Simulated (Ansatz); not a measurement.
**TiSi3: density, localisation and related maps**

Input

```
crystal:
  lattice:
    - [3.7954947071, 0.0, 0.0]
    - [0.0, 3.7954947071, 0.0]
    - [0.0, 0.0, 3.7954947071]
  atoms:
    - { symbol: Ti, position: [0.0, 0.0, 0.0] }
    - { symbol: Si, position: [0.5, 0.5, 0.0] }
    - { symbol: Si, position: [0.5, 0.0, 0.5] }
    - { symbol: Si, position: [0.0, 0.5, 0.5] }
basis:
  ecutwfc: 420
kpoints:
  mp_grid: { grid: [12, 12, 12] }
hamiltonian:
  xc: pbesol
scf:
  occupations: { method: gaussian, width: 0.1 }
output:
  forces: true
  stress: true
  eigenvalues: true
  write_density: true
  write_potential: true
  elf: true
  volumetric_format: npy
relax:
  adjacent_minimum: "off"
  f_tol: 0.01
  max_steps: 60
  cell: { stress_tol: 0.1 }
```

Run with:

```sh
ansatz run input.yaml --threads 1 --pin off --max-ram 2560MiB --backend cpu --events-out ev --progress --plain --runs-dir out
```

Below, planes, directions and counts refer to the conventional cell (a = 3.80 Å, b = 3.80 Å, c = 3.80 Å, α = 90.00°, β = 90.00°, γ = 90.00°).

The fields are those of the relaxed geometry.

Space group Pm-3m; a structure from a database of computed crystals, not necessarily the ambient phase; computed without spin polarisation.

Theory: DFT PBEsol, scalar-relativistic, plane waves, PAW (Ansatz 0.2.0).

Core electrons are frozen (PAW), and the valence fields are smoothed inside the atomic spheres.

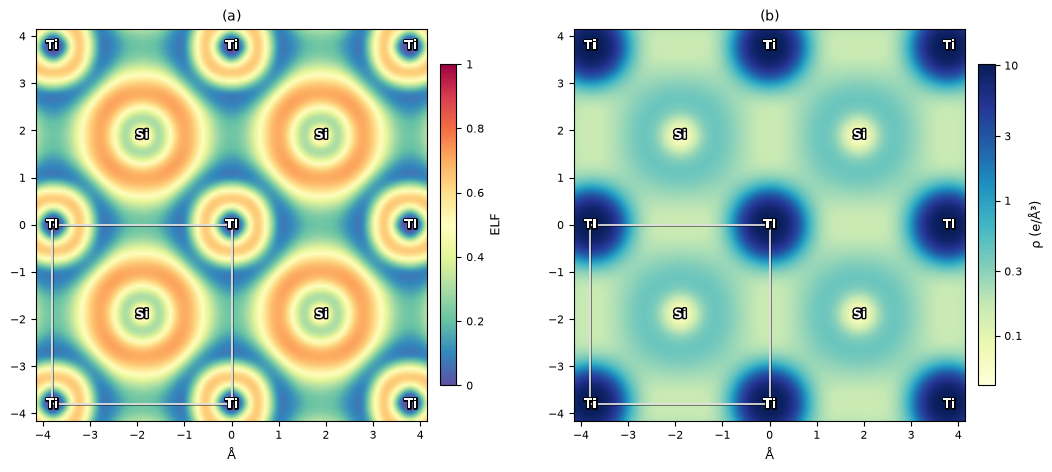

Figure 1. (a) electron localisation function; (b) valence charge density (pseudo) on the (100) plane of the conventional cell.

What does the map show?

- The section cuts through Ti and Si sites.
- Ti–Si (2.69 Å): ρ is about 0.27 e/Å³ halfway; the ELF peaks at about 0.70 in the valence shell of Si, 0.9 Å from its nucleus, and is about 0.35 at the midpoint.
- Between the atoms the lowest density in this plane is 0.15 e/Å³.
- The features right at Ti lie inside the PAW spheres, where the map follows smoothed inner orbitals and isn't to be read closely.

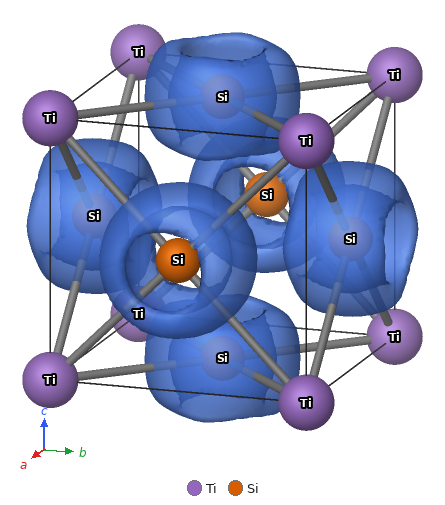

Figure 2. Isosurface of the electron localisation function at 0.65 (blue), seen slightly off an axis. Core shells and regions of very low density are left out. Sticks mark near contacts.

What do the ELF domains correspond to?

The ELF exceeds this value in three regions wrapped around Si (the valence shell of each), counted in one cell of 4 atoms. Regions shared between cells count once.

Metal or insulator at this level of theory?

It is gapless in this calculation (a metal or semimetal).
